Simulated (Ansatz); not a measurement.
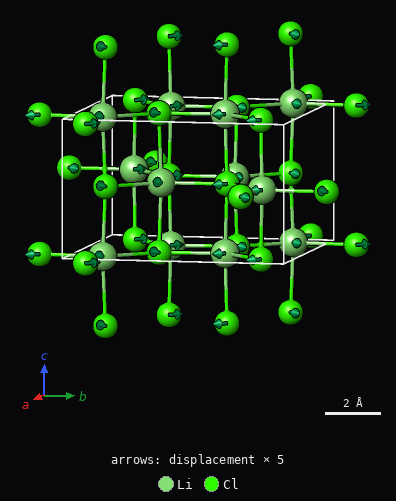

This is a relaxation of crystalline LiCl (a generated structure, set up in P4_2/mbc). The starting structure is drawn; green arrows show the displacements (the part carried along by the change of the cell is left out), 5 times their true length.

Style: ball-and-stick. Shown: the cell of the calculation, slightly off an axis.

Computed with DFT PBE, scalar-relativistic, plane waves, PAW in Ansatz.

Input
```yaml
crystal:
  lattice:
    - [8.3487804957, 0.0, 0.0]
    - [0.0, 8.3487804957, 0.0]
    - [0.0, 0.0, 5.1596196314]
  atoms:
    - { symbol: Li, position: [0.6323517782, 0.6521203736, 0.0] }
    - { symbol: Li, position: [0.8478796264, 0.8676482218, 0.5] }
    - { symbol: Li, position: [0.3676482218, 0.3478796264, 0.0] }
    - { symbol: Li, position: [0.1521203736, 0.1323517782, 0.5] }
    - { symbol: Li, position: [0.6521203736, 0.3676482218, 0.5] }
    - { symbol: Li, position: [0.8676482218, 0.1521203736, 0.0] }
    - { symbol: Li, position: [0.3478796264, 0.6323517782, 0.5] }
    - { symbol: Li, position: [0.1323517782, 0.8478796264, 0.0] }
    - { symbol: Cl, position: [0.1399713658, 0.8371803015, 0.5] }
    - { symbol: Cl, position: [0.3371803015, 0.6399713658, 0.0] }
    - { symbol: Cl, position: [0.8600286342, 0.1628196985, 0.5] }
    - { symbol: Cl, position: [0.6628196985, 0.3600286342, 0.0] }
    - { symbol: Cl, position: [0.1628196985, 0.1399713658, 0.0] }
    - { symbol: Cl, position: [0.3600286342, 0.3371803015, 0.5] }
    - { symbol: Cl, position: [0.8371803015, 0.8600286342, 0.0] }
    - { symbol: Cl, position: [0.6399713658, 0.6628196985, 0.5] }
basis:
  ecutwfc: 420
kpoints:
  mp_grid: { grid: [4, 4, 6] }
hamiltonian:
  xc: pbe
scf:
  occupations: { method: gaussian, width: 0.02 }
output:
  forces: true
  stress: true
  eigenvalues: true
  write_density: true
  write_potential: true
  elf: true
  volumetric_format: npy
relax:
  adjacent_minimum: "off"
  f_tol: 0.01
  max_steps: 80
  cell: { stress_tol: 0.05 }
```

Command:
```bash
ansatz run input.yaml --threads 1 --pin off --max-ram 2560MiB --backend cpu --events-out ev --progress --plain --runs-dir out
```

Q: Describe the change and its energy.

A: The largest moves relative to the cell, 0.14 Å, are those of 8 atoms (Cl9, Cl10, Cl11, Cl12 and others). Cl13 goes along [−1 1 0]. Largest moves by element: Cl 0.14 Å, Li 0.12 Å. The drawn cell changes as follows: a = b 8.349 → 8.339 Å (−0.1 %), c 5.160 → 5.187 Å (+0.5 %); the volume changes by +0.3 %. Some distances before and after: Li1–Cl10 2.466 → 2.451 Å, Li1–Cl16 2.582 → 2.596 Å, Li1–Cl15 2.437 → 2.432 Å. Among the angles between lasting bonds that change: Li3–Cl10–Li8 141.4° → 136.7°, Li1–Cl10–Li8 132.2° → 136.9°, Cl9–Li7–Cl16 129.5° → 133.3°. The space group (tolerance 0.01 Å) goes from P4_2/mbc (No. 135) to I4/mcm (No. 140). The energy falls by 0.3 meV per atom in 6 accepted moves (7 points after the start). The largest force component goes from 0.0089 to 0.0035 eV/Å. Pressure: 0.02 GPa at the start and 0.02 GPa at the end. The SCF was repeated once at an unchanged geometry on a basis and grid sized afresh for the cell, which shifted the energy by less than 0.05 meV per atom at most.
